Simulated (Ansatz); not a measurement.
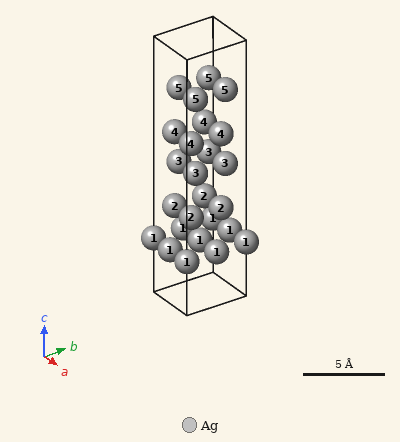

Figure 1. The structure (spheres-only view of the 2 × 2 repeat of the cell, with the vacuum cut short, seen slightly off an axis; atoms are numbered from 1 in the order of the input). An atom can appear more than once, as a periodic image.

**Ag: single-point calculation**

- system: Ag (slab, 5 atoms in the cell)
- method: DFT PBE, scalar-relativistic, plane waves, PAW, no spin polarisation (Ansatz 0.2.0)

The structure derives from a Materials Project entry. It belongs to a series of runs on one base structure; here: (0 0 1) slab cut from the bulk. Figures and captions count atoms from 1; the log counts them from 0 in places.

## The program's output
```
Engine: ansatz 0.2.0, aarch64-unknown-linux-gnu
Pseudopotentials: kind: paw
Pseudopotential: Ag, paw, valence charge 19, recommended cutoff 420 eV (normal), Ag.paw.azcp
Functional definition: PBE
  parameter kappa = 0.804
  parameter beta = 0.06672455060314922
  exchange = pbe_x(kappa = kappa, mu = beta*pi^2/3)
  correlation = pbe_c(beta = beta)
Crystal: 5 atoms, lattice volume = 183.413 Å³
Basis set: ecut = 420 eV, 3539 PW (Γ), exchange–correlation on 40×40×360 points (8 copies of the dense FFT grid, shifted against one another)
Bands: 57, of which v1, the nominal top of the filled ones, is band 48 counted from 1 (47 counted from 0)
Symmetry: 6 space group operations
Space group: P3m1 (ITA 156), of the structure as read, at distance tolerance 5.7e-5 Å
k-points: 19 of 144 (time reversal used)
Non-local potential: Ag, projectors of the file, l = 0: 3, l = 1: 2, l = 2: 2, l = 3: 1
PAW form: soft (Blöchl's): semilocal exchange-correlation on the pseudo side does not see the compensation charge
PAW one-centre angular grid: Ag, 590 points (default); XC on 64 Gauss nodes
Initial density: superposition of atomic densities (neutral atoms: chi_scale 0, normalization atom), corrected by the library's trained network
Initial wavefunctions: pseudopotential atomic-orbital guess
Functional: x = pbe(κ = 0.804, μ = 0.2195149727645171), c = pbe(β = 0.06672455060314922)
SCF iter   1: F=—  HF=-37952.035851 eV  |F-HF|=—  |Δ(HF+E_count)|=         —  Δρ=1.64e-3  dr2=4.89e-2  ethr=1.77e-3  p=0.001 e·Å  D=6.95e-4 V/Å  ΔV_dip=-0.02 eV  dr2_dipole=1.67e-3  V_vac-E_F(+/−)=4.36/4.37 eV  ⟨swp⟩=7.4  Hψ=4338  notcnv=0  defer=19
efield: sawtooth ramp at fractional position 0.9800 (placed from the atoms, in the widest stretch of the axis that holds none; the zero of the levels goes with the place), width 0.0400; the density the first Hamiltonian is built on has a dipole p = 0.001 e·Å; the dipole correction subtracts the counter field D = 6.95e-4 V/Å, which shifts the + side's vacuum level by -0.02 eV against the − side's; the planar-averaged density in the ramp window peaks in size at 1.3e-5 e/Å³
preconditioner: auto → LDOS  [insulator: Δε(μ)=0.169 eV  Ē_g=9.213 eV  σ=0.100 eV  W_gap=0.77  n_scr=18 (ndim 8)  ℏωp=20.3 eV  f_vac=0.482  D(μ)=1.40/eV (n_scr^D=8)  ε∞_Penn≈5.9  β→1.0]
SCF iter   2: F=—  HF=-37952.038542 eV  |F-HF|=—  |Δ(HF+E_count)|=   2.69e-3  Δρ=1.49e-3  dr2=1.36e-2  ethr=5.15e-5  p=0.000 e·Å  D=7.11e-5 V/Å  ΔV_dip=-0.00 eV  dr2_dipole=4.89e-4  V_vac-E_F(+/−)=4.44/4.44 eV  ⟨swp⟩=2.6  Hψ=2087  notcnv=0  defer=30
SCF iter   3: F=—  HF=-37952.036805 eV  |F-HF|=—  |Δ(HF+E_count)|=   1.74e-3  Δρ=5.14e-4  dr2=9.01e-4  ethr=1.43e-5  p=0.000 e·Å  D=8.56e-5 V/Å  ΔV_dip=-0.00 eV  dr2_dipole=1.06e-5  V_vac-E_F(+/−)=4.44/4.44 eV  ⟨swp⟩=2.0  Hψ=1597  notcnv=0  defer=30
SCF iter   4: F=—  HF=-37952.036683 eV  |F-HF|=—  |Δ(HF+E_count)|=   1.22e-4  Δρ=6.93e-5  dr2=4.33e-5  ethr=9.48e-7  p=0.000 e·Å  D=7.52e-5 V/Å  ΔV_dip=-0.00 eV  dr2_dipole=1.15e-6  V_vac-E_F(+/−)=4.44/4.44 eV  ⟨swp⟩=2.0  Hψ=1602  notcnv=0  defer=30
SCF iter   5: F=—  HF=-37952.036729 eV  |F-HF|=—  |Δ(HF+E_count)|=   4.59e-5  Δρ=4.60e-5  dr2=4.45e-6  ethr=4.56e-8  p=0.000 e·Å  D=6.69e-5 V/Å  ΔV_dip=-0.00 eV  dr2_dipole=9.26e-10  V_vac-E_F(+/−)=4.44/4.45 eV  ⟨swp⟩=2.0  Hψ=1577  notcnv=0  defer=30
SCF iter   6: F=—  HF=-37952.036728 eV  |F-HF|=—  |Δ(HF+E_count)|=   5.63e-7  Δρ=8.46e-6  dr2=1.44e-7  ethr=4.68e-9  p=0.000 e·Å  D=5.98e-5 V/Å  ΔV_dip=-0.00 eV  dr2_dipole=6.76e-10  V_vac-E_F(+/−)=4.44/4.45 eV  ⟨swp⟩=2.0  Hψ=1550  notcnv=0  defer=30
SCF iter   7: F=-37952.036729 eV  HF=-37952.036729 eV  |F-HF|=9.53e-9  |Δ(HF+E_count)|=   1.41e-7  Δρ=2.83e-6  dr2=4.62e-8  ethr=1.05e-10  p=0.000 e·Å  D=6.25e-5 V/Å  ΔV_dip=-0.00 eV  dr2_dipole=4.12e-10  V_vac-E_F(+/−)=4.44/4.45 eV  ⟨swp⟩=13.1  Hψ=5064  notcnv=0
SCF 1 converged in 7 iterations: F = -37952.036729 eV  dr2 = 4.62e-8
  greatest PAW one-centre occupation: 1.000 electrons in one spin orbital (limit 2), on the Ag atom at site 2 (counted from 0), in its partial waves of l = 0
```

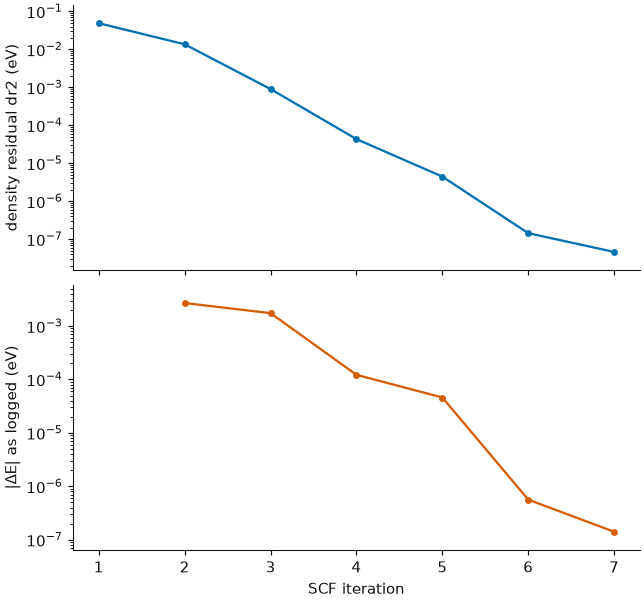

Figure 2. Convergence of the self-consistent field: density residual dr2 and size of the energy change against the SCF iteration. The residual falls at every step.

```
SCF converged after 7 iterations
Free energy (F): -37952.036729 eV
Harris-Foulkes:  -37952.036729 eV  (|F-HF|=9.53e-9)
Internal energy: -37952.027841 eV  (E = F + TS)
E sigma→0 (E₀):  -37952.032285 eV
Entropy (-TS):   -0.008888 eV (-1.778 meV/atom)
Fermi energy:    5.702690 eV
Dipole field:    D = 0.000034 V/Å  (p = 0.000034 e·Å, saw-weighted, corrected)
Work function:   Φ+ = 4.4439 eV   Φ− = 4.4447 eV
Levels:          The Fermi level and band energies are counted from a zero that moves with the ramp; work functions are not
--- Per-component energies (eV) ---
  E_band       = -2256.793997
  E_kinetic    = 2634.866205
  E_local      = -132728.252776  (includes V_loc(G=0)·N_el)
  E_nonlocal   = 401.381115
  E_hartree    = 65333.419989
  E_xc         = -922.064399
  E_vxc        = -1171.233569  (∫ρ·V_xc dr)
  E_paw        = -19511.587647  (= ΣΔE_a)
  E_vpaw       = -2060.317837  (= ΣTr[D̂ρ^β])
  E_aug_tail   = 0.001625  (compensation charges beyond the density's cutoff)
  E_efield     = 0.000000  (sawtooth field / dipole correction)
  E_vefield    = 0.000001  (∫n·V_field dr)
  E_ewald      = 46840.208047
  E_smearing   = -0.008888  (= −TS)
  E_closure    = -0.000000  (closes the sum)
  Σ components = -37952.036729   (vs F -37952.036729, Δ=0.00e0)
--- Forces (eV/Å), atoms counted from 1 ---
  atom   1  Ag    -0.00000000     0.00000000    -0.01583487
  atom   2  Ag     0.00000000     0.00000000     0.07238474
  atom   3  Ag    -0.00000000    -0.00000000     0.00010813
  atom   4  Ag    -0.00000000     0.00000000    -0.08670915
  atom   5  Ag     0.00000000     0.00000000     0.03004880
  max |Σ_I F_I| component: 2.34e-6 eV/Å
--- Stress (GPa, compression-positive) ---
       -0.813237      -0.000000       0.000000
       -0.000000      -0.813237       0.000000
        0.000000       0.000000      -0.141629
  P = ⅓ Tr σ = -0.5894 GPa (-5.894 kbar)
--- Band table (eV; the first three rows and the last of 19) ---
  k-point 0: bands = ["-86.1485", "-86.1418", "-86.0192", "-85.9744", "-85.9720", "-49.6464", "-49.6283", "-49.5768", "-49.5768", "-49.5707", "-49.5707", "-49.4981", "-49.4370", "-49.4370", "-49.4316", "-49.4295", "-49.4125", "-49.4125", "-49.4098", "-49.4098", "-1.4720", "-0.8656", "-0.3197", "-0.1845", "-0.1824", "1.0953", "1.0997", "1.1127", "1.1127", "1.1534", "1.1534", "1.2688", "1.2688", "1.3470", "1.3470", "1.4184", "1.4184", "1.6223", "1.9198", "1.9198", "2.1465", "2.1465", "2.3735", "2.3735", "2.5754", "2.5754", "2.6996", "2.6996", "3.0557", "5.0540", "5.9640", "9.5936", "10.0988", "10.5496", "11.9327", "12.3743", "14.6846"]
  k-point 1: bands = ["-86.1479", "-86.1412", "-86.0186", "-85.9738", "-85.9714", "-49.6446", "-49.6274", "-49.5841", "-49.5786", "-49.5780", "-49.5725", "-49.4974", "-49.4439", "-49.4388", "-49.4310", "-49.4290", "-49.4193", "-49.4166", "-49.4143", "-49.4115", "-1.2901", "-0.6918", "-0.2057", "-0.0555", "-0.0288", "1.0081", "1.0296", "1.1061", "1.1293", "1.1930", "1.2069", "1.2409", "1.2888", "1.3438", "1.3929", "1.4209", "1.5066", "1.5487", "1.8397", "1.8858", "2.1220", "2.1259", "2.2145", "2.3692", "2.4101", "2.5790", "2.6051", "2.7112", "3.5056", "5.3264", "6.3473", "9.7262", "10.2600", "10.6825", "12.0919", "12.5177", "14.8322"]
  k-point 2: bands = ["-86.1462", "-86.1395", "-86.0170", "-85.9722", "-85.9697", "-49.6396", "-49.6253", "-49.6037", "-49.5976", "-49.5835", "-49.5774", "-49.4963", "-49.4621", "-49.4435", "-49.4380", "-49.4353", "-49.4294", "-49.4274", "-49.4190", "-49.4163", "-0.7950", "-0.2573", "0.0508", "0.2285", "0.3384", "0.8178", "0.9092", "0.9195", "1.0444", "1.1548", "1.2185", "1.3870", "1.4041", "1.4611", "1.5020", "1.5503", "1.5621", "1.5829", "1.7558", "1.8828", "1.9022", "1.9966", "2.1067", "2.2885", "2.3540", "2.5853", "2.7381", "2.8965", "4.1744", "5.9947", "7.3008", "10.1219", "10.7448", "11.0995", "12.5719", "12.9497", "15.2714"]
  k-point 18: bands = ["-86.1382", "-86.1315", "-86.0093", "-85.9644", "-85.9619", "-49.6531", "-49.6515", "-49.6463", "-49.6441", "-49.6201", "-49.6106", "-49.5085", "-49.5043", "-49.4959", "-49.4847", "-49.4821", "-49.4819", "-49.4795", "-49.4232", "-49.4211", "0.2243", "0.3579", "0.4454", "0.5499", "0.5848", "0.6325", "0.7659", "0.8616", "0.9267", "1.1704", "1.2488", "1.3261", "1.4937", "1.5010", "1.5043", "1.5248", "1.8215", "1.9222", "2.0575", "2.3285", "2.4693", "2.5708", "2.6076", "2.6779", "2.6951", "8.9341", "8.9460", "8.9924", "9.4024", "9.6241", "9.7922", "10.0679", "11.0738", "11.1042", "11.7562", "12.1339", "12.4107"]
```

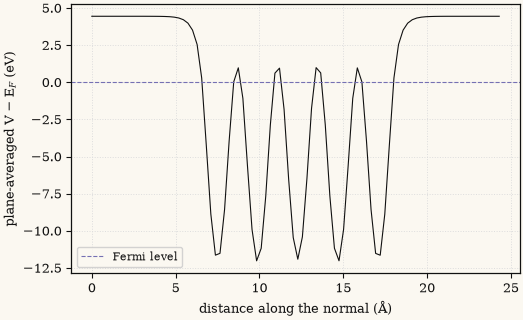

Figure 3. Plane average of the electrostatic potential energy of an electron across the cell, from the Fermi level. The vacuum level lies 4.44 eV above the Fermi level.

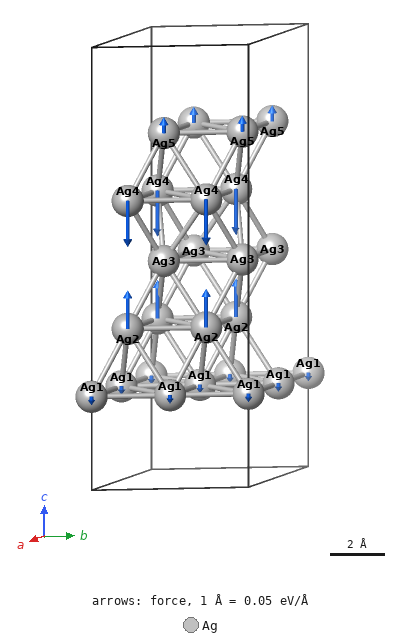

Figure 4. Forces on the atoms as blue arrows (ball-and-stick view of the 2 × 2 repeat of the cell, with the vacuum cut short, seen slightly off an axis; atoms are numbered from 1 in the order of the input). The largest act on Ag4 (0.09 eV/Å); Ag2 (0.07 eV/Å); Ag5 (0.03 eV/Å). The geometry is not a stationary point of this energy.

This output came from the following input.

## Input file
```yaml
crystal:
  lattice:
    - [2.9355691563, 0.0, 0.0]
    - [-1.4677845782, 2.542277464, 0.0]
    - [0.0, 0.0, 24.5762430178]
  atoms:
    - { symbol: Ag, position: [0.0, 0.0, 0.3051727636] }
    - { symbol: Ag, position: [0.6666666667, 0.3333333333, 0.4025400765] }
    - { symbol: Ag, position: [0.3333333333, 0.6666666667, 0.4999073894] }
    - { symbol: Ag, position: [0.6666666667, 0.3333333333, 0.5974599235] }
    - { symbol: Ag, position: [0.3333333333, 0.6666666667, 0.6948272364] }
basis:
  ecutwfc: 420
kpoints:
  mp_grid: { grid: [12, 12, 1] }
hamiltonian:
  xc: pbe
scf:
  occupations: { method: gaussian, width: 0.1 }
output:
  forces: true
  stress: true
  eigenvalues: true
efield:
  axis: 3
  dipole_correction: true
  ramp_width: 0.04
```

Run as:
```bash
ansatz run input.yaml --threads 1 --pin off --max-ram 2560MiB --backend cpu --events-out ev --progress --plain --runs-dir out
```

## Key numbers

- outcome: converged
- electrons treated: 95
- free energy: −37952.0367 eV
- work function, top face: 4.44 eV
- work function, bottom face: 4.44 eV
- Fermi energy: 5.703 eV
- gap on the k-point mesh: none (metallic)
- work function (upper face): 4.44 eV
- largest force (length of the vector): 0.087 eV/Å
- hardware: 1 thread of Arm Neoverse V1, 24 GiB of memory available, shared host
- wall time: 15 s
- peak memory: 0.42 GiB
